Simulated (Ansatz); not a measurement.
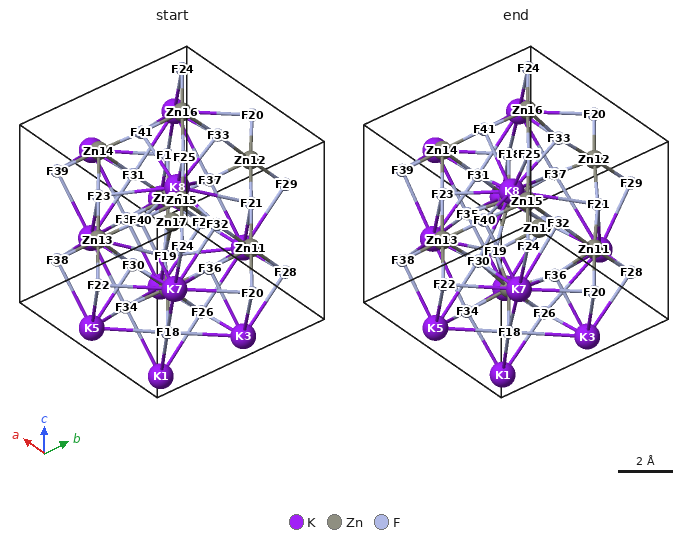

The structure of a defect cell of composition K8Zn9F24 before (left) and after (right) a relaxation, at one scale.

A ball-and-stick model of the cell of the calculation (origin shifted), seen from a free direction.

Method: DFT, PBEsol, PAW, plane waves in Ansatz.

Input file:
```yaml
crystal:
  lattice:
    - [8.104526, 0.000000, 0.000000]
    - [0.000000, 8.104526, 0.000000]
    - [0.000000, 0.000000, 8.104526]
  atoms:
    - { symbol: K, position: [0.998605, 0.001808, 0.996326] }
    - { symbol: K, position: [0.998881, 0.000563, 0.501199] }
    - { symbol: K, position: [0.999982, 0.497010, 0.001897] }
    - { symbol: K, position: [0.999439, 0.499099, 0.500149] }
    - { symbol: K, position: [0.498347, 0.999883, 0.001450] }
    - { symbol: K, position: [0.503043, 0.999405, 0.504782] }
    - { symbol: K, position: [0.501993, 0.498137, 0.998474] }
    - { symbol: K, position: [0.575923, 0.575032, 0.498767] }
    - { symbol: Zn, position: [0.248405, 0.250574, 0.248412] }
    - { symbol: Zn, position: [0.247581, 0.255156, 0.752910] }
    - { symbol: Zn, position: [0.251456, 0.749535, 0.252531] }
    - { symbol: Zn, position: [0.249847, 0.745422, 0.750134] }
    - { symbol: Zn, position: [0.755022, 0.249110, 0.251179] }
    - { symbol: Zn, position: [0.749688, 0.249015, 0.754401] }
    - { symbol: Zn, position: [0.754082, 0.749789, 0.251511] }
    - { symbol: Zn, position: [0.750584, 0.748842, 0.750995] }
    - { symbol: Zn, position: [0.374109, 0.378460, 0.496583] }
    - { symbol: F, position: [0.249783, 0.248562, 0.998913] }
    - { symbol: F, position: [0.177629, 0.171742, 0.503376] }
    - { symbol: F, position: [0.251301, 0.756236, 0.998208] }
    - { symbol: F, position: [0.250741, 0.751621, 0.504595] }
    - { symbol: F, position: [0.746954, 0.241851, 0.002928] }
    - { symbol: F, position: [0.750524, 0.247416, 0.500011] }
    - { symbol: F, position: [0.749384, 0.747886, 0.995106] }
    - { symbol: F, position: [0.745891, 0.753924, 0.497946] }
    - { symbol: F, position: [0.999811, 0.247326, 0.250307] }
    - { symbol: F, position: [0.999453, 0.253985, 0.752312] }
    - { symbol: F, position: [0.002954, 0.751155, 0.249363] }
    - { symbol: F, position: [0.995853, 0.747175, 0.748562] }
    - { symbol: F, position: [0.500234, 0.247446, 0.246390] }
    - { symbol: F, position: [0.501867, 0.250835, 0.751767] }
    - { symbol: F, position: [0.499556, 0.749005, 0.252261] }
    - { symbol: F, position: [0.498032, 0.754560, 0.753684] }
    - { symbol: F, position: [0.252696, 0.000455, 0.250473] }
    - { symbol: F, position: [0.246614, 0.999866, 0.750771] }
    - { symbol: F, position: [0.249902, 0.500300, 0.248416] }
    - { symbol: F, position: [0.250659, 0.500775, 0.747083] }
    - { symbol: F, position: [0.746318, 0.996084, 0.253223] }
    - { symbol: F, position: [0.751148, 0.000276, 0.749181] }
    - { symbol: F, position: [0.753497, 0.499904, 0.249665] }
    - { symbol: F, position: [0.746258, 0.500555, 0.748283] }
  symmetry: { detect: false }
kpoints:
  mp_grid: { grid: [1, 1, 1], shift: [0.25, 0.25, 0.25] }
hamiltonian:
  xc: pbesol
scf:
  occupations: { method: fermi_dirac, width: 0.01 }
relax:
  f_tol: 0.03
  max_steps: 80
  escape_saddle: false
  adjacent_minimum: "off"
output:
  forces: true
  eigenvalues: true
  populations: true
  write_density: true
  write_potential: true
  elf: true
  volumetric_format: npy
```

Launched with:
```bash
ansatz run in.yaml --threads 8 --pin off --max-ram 13300MiB --runs-dir r --events-out ev --progress --plain
```

Describe what moved and what it gained.

Answer. After 7 geometry steps the energy has fallen by 2.285 eV per cell of the calculation. Largest force component: 2.7 eV/Å at the start, 0.022 eV/Å at the end. The largest move is that of Zn17, 0.98 Å along [−2 1 0]. By element the largest moves are Zn 0.98 Å, F 0.59 Å, K 0.47 Å. The cell stays as it was. Near-neighbour distances that change, for instance: K4–F19 3.021 → 3.911 Å, K6–Zn17 3.246 → 4.039 Å, K4–Zn17 3.190 → 2.673 Å, K6–F19 2.984 → 2.483 Å. Among the angles between lasting bonds that change: F32–K8–F41 154.6° → 137.3°, F33–K8–F40 153.8° → 137.1°, Zn9–F36–Zn11 179.1° → 163.1°.

Limits of the set-up: the periodic images lie only 8.1 Å apart, so the values are limited by the cell's size.
